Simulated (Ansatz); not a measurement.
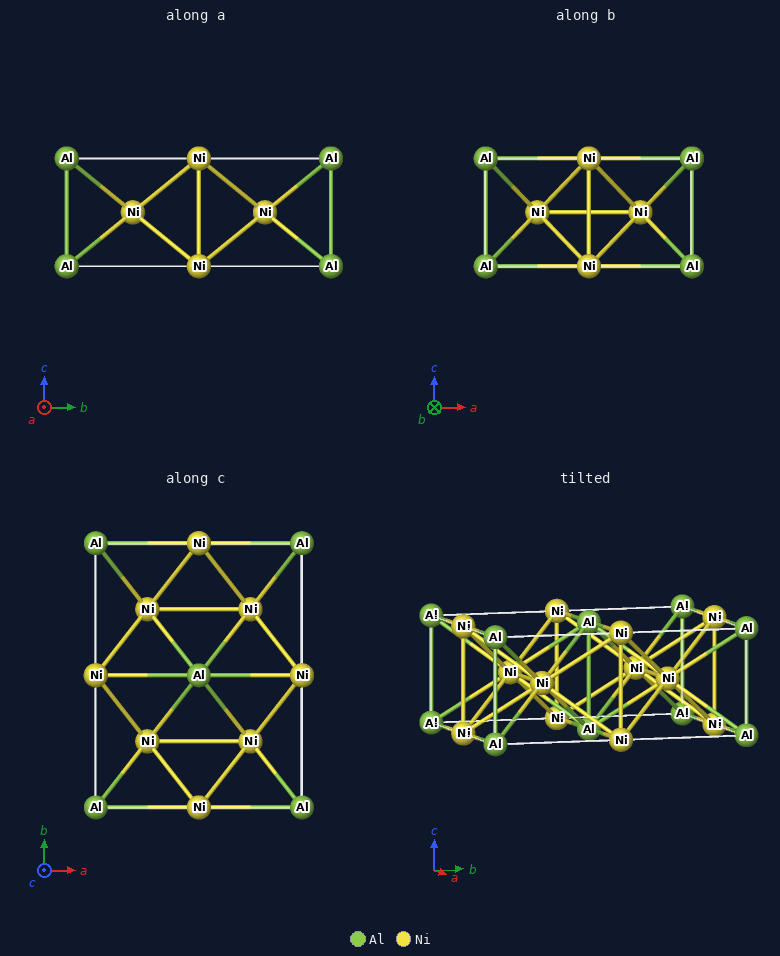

A ball-and-stick rendering, viewed along the a axis, along the b axis, along the c axis and slightly off an axis. Atoms at the boundary of the conventional unit cell (the box) are drawn once for each face, edge or corner they touch.

Lattice parameters: a = 5.1473 Å, b = 6.5959 Å, c = 2.6898 Å, α = 90.000°, β = 90.000°, γ = 90.000°.

Write down what is shown as a CIF in P1 with every atom of the cell.

Answer.
```cif
data_structure
_symmetry_space_group_name_H-M 'P 1'
_symmetry_Int_Tables_number 1
_cell_length_a 5.1473
_cell_length_b 6.5959
_cell_length_c 2.6898
_cell_angle_alpha 90.000
_cell_angle_beta 90.000
_cell_angle_gamma 90.000
_cell_volume 91.32
loop_
_atom_site_label
_atom_site_type_symbol
_atom_site_fract_x
_atom_site_fract_y
_atom_site_fract_z
_atom_site_occupancy
Al1 Al 0.0000 0.0000 0.0000 1
Ni1 Ni 0.2500 0.2500 0.5000 1
Ni2 Ni 0.5000 0.0000 0.0000 1
Ni3 Ni 0.2500 0.7500 0.5000 1
Al2 Al 0.5000 0.5000 0.0000 1
Ni4 Ni 0.7500 0.7500 0.5000 1
Ni5 Ni 0.0000 0.5000 0.0000 1
Ni6 Ni 0.7500 0.2500 0.5000 1
```

Its origin is a structure type filled with these elements by a generator (whether the compound takes this form wasn't checked). Earlier steps of the study, as a rule a relaxation of our own, may have changed the cell and positions, so they can lie some per cent off the listed ones. A calculation with Ansatz used it as input.
